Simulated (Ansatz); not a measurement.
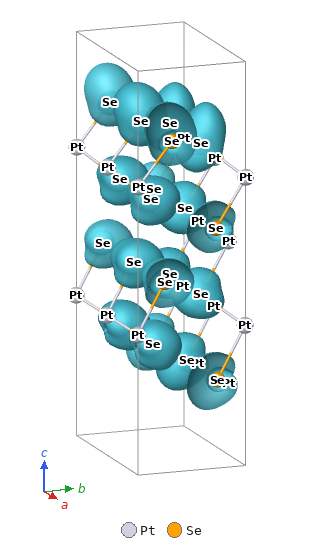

The picture shows: PtSe2 (slab). Isosurface of the ELF at 0.65 (cyan), seen slightly off an axis. Core shells and regions of very low density are left out. Sticks mark near contacts.

Computed with DFT PBEsol, scalar-relativistic, plane waves, PAW in Ansatz 0.2.0.

**What do the ELF domains correspond to?**

The ELF exceeds this value in eight regions wrapped around Se (the valence shell of each), counted in one cell of 12 atoms. Counts are for one cell; the picture repeats the cell along the surface. Along the contacts the grid gives the following. Pt–Se (2.34 Å): the ELF is about 0.45 at the midpoint. Pt–Se (2.41 Å): the ELF is about 0.50 at the midpoint.
